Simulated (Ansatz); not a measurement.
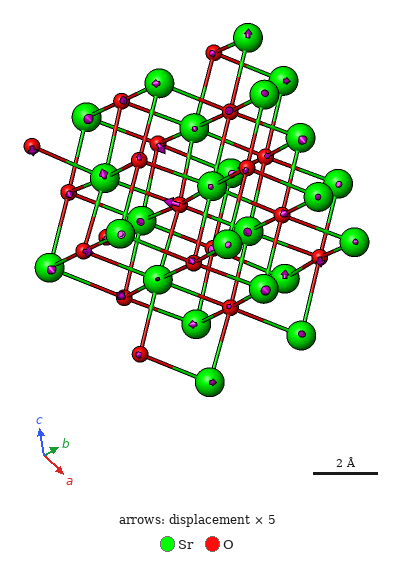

A relaxation of crystalline SrO (set up in P1). The starting structure is drawn; purple arrows show the displacements, magnified 5 times.

Style: ball-and-stick. Shown: the atoms within 5.8 Å of the atom that moves most (axes of the cell of the calculation), slightly off an axis.

Level of theory: Ansatz 0.2.0, DFT PBE, scalar-relativistic, plane waves, PAW.

Input file:
```yaml
crystal:
  lattice:
    - [-5.1949040411, 5.1949040411, -5.1949040411]
    - [5.1949040411, 5.1949040411, 5.1949040411]
    - [5.1949040411, -5.1949040411, -5.1949040411]
  atoms:
    - { symbol: Sr, position: [0.2532229504, 0.499932224, 0.755754933] }
    - { symbol: Sr, position: [-0.004606419, 0.7509340044, 0.7444426895] }
    - { symbol: Sr, position: [0.5039038252, 0.5080477953, 0.5024490076] }
    - { symbol: Sr, position: [0.7496213611, -0.004224561, 0.7438503934] }
    - { symbol: Sr, position: [0.2479462701, 0.7534444062, 0.4989111633] }
    - { symbol: Sr, position: [0.5002092794, 0.2492117077, 0.7492284449] }
    - { symbol: Sr, position: [-0.0094085402, 0.0031169775, 0.4983925013] }
    - { symbol: Sr, position: [0.7509023062, 0.5053474685, 0.2521191717] }
    - { symbol: Sr, position: [0.49588431, 0.7520967605, 0.2494463327] }
    - { symbol: Sr, position: [0.7434089399, 0.2448444319, 0.4980010586] }
    - { symbol: Sr, position: [-0.009611253, 0.5038306244, -0.0032000227] }
    - { symbol: Sr, position: [0.2448559824, -0.0004109895, 0.2467389864] }
    - { symbol: Sr, position: [-0.0011496338, 0.2471562796, 0.2522651557] }
    - { symbol: Sr, position: [0.7536642327, 0.7489463771, 0.0057962599] }
    - { symbol: Sr, position: [0.4991080935, -0.0043257763, 0.0033769072] }
    - { symbol: Sr, position: [0.2500718055, 0.2515669339, -0.0073919071] }
    - { symbol: O, position: [0.2411681275, 0.750503803, 0.0034377903] }
    - { symbol: O, position: [-0.0017669179, 0.0014818227, 0.0081371999] }
    - { symbol: O, position: [0.5026516839, 0.7464765518, 0.7563337933] }
    - { symbol: O, position: [0.7513783383, 0.2534854802, -0.0036821181] }
    - { symbol: O, position: [0.2421119838, -0.0082508051, 0.7493016826] }
    - { symbol: O, position: [0.5137487427, 0.5088327492, 0.0049531305] }
    - { symbol: O, position: [-0.0054555414, 0.2533912878, 0.7507773951] }
    - { symbol: O, position: [0.7541895404, 0.74780249, 0.5025205352] }
    - { symbol: O, position: [0.5000814086, 0.0062252852, 0.5011314231] }
    - { symbol: O, position: [0.7518341332, 0.5026339566, 0.7490155697] }
    - { symbol: O, position: [-0.0075007689, 0.747903964, 0.2429674665] }
    - { symbol: O, position: [0.2582427325, 0.2507648293, 0.5022962096] }
    - { symbol: O, position: [0.0007096633, 0.5054136395, 0.5058467816] }
    - { symbol: O, position: [0.7442453779, -0.0030959967, 0.2452239432] }
    - { symbol: O, position: [0.4996756792, 0.2476789381, 0.2453790378] }
    - { symbol: O, position: [0.247077601, 0.4930118095, 0.2491538146] }
basis:
  ecutwfc: 420
  xc_grid: 2
kpoints:
  mp_grid: { grid: [2, 2, 2], shift: [0.5, 0.5, 0.5] }
hamiltonian:
  xc: pbe
scf:
  occupations: { method: gaussian, width: 0.02 }
output:
  forces: true
  stress: false
  eigenvalues: true
relax:
  adjacent_minimum: "off"
  f_tol: 0.03
  max_steps: 25
```

Launched with:
```bash
ansatz run input.yaml --threads 8 --pin off --max-ram 14336MiB --backend cpu --events-out ev --progress --plain --runs-dir out
```

What did the optimiser do to the structure, and how much energy did it gain?

The atom that moves furthest is O22 (0.11 Å roughly along [−3 −2 −1]). By element the largest moves are O 0.11 Å, Sr 0.09 Å. The lattice vectors keep their values. Near-neighbour distances that change, for instance: Sr11–Sr14 3.541 → 3.673 Å, Sr14–O27 2.478 → 2.597 Å, Sr1–Sr16 3.565 → 3.673 Å, Sr14–O22 2.489 → 2.597 Å. Among the angles between lasting bonds that change: O24–Sr7–O28 173.6° → 180.0°, O21–Sr16–O32 174.6° → 180.0°, Sr3–O28–Sr7 174.9° → 180.0°. The space group (tolerance 0.01 Å) goes from P1 (No. 1) to Fm-3m (No. 225). After 2 accepted moves (3 points after the start) the energy has fallen by 0.409 eV per cell of the calculation. The largest force component goes from 0.73 to 0.0016 eV/Å. The line search rejected the trial step at point 1 of the run. Cost: 47 s on 8 threads of Arm Neoverse V1, on a shared host, peak memory 1.9 GiB.
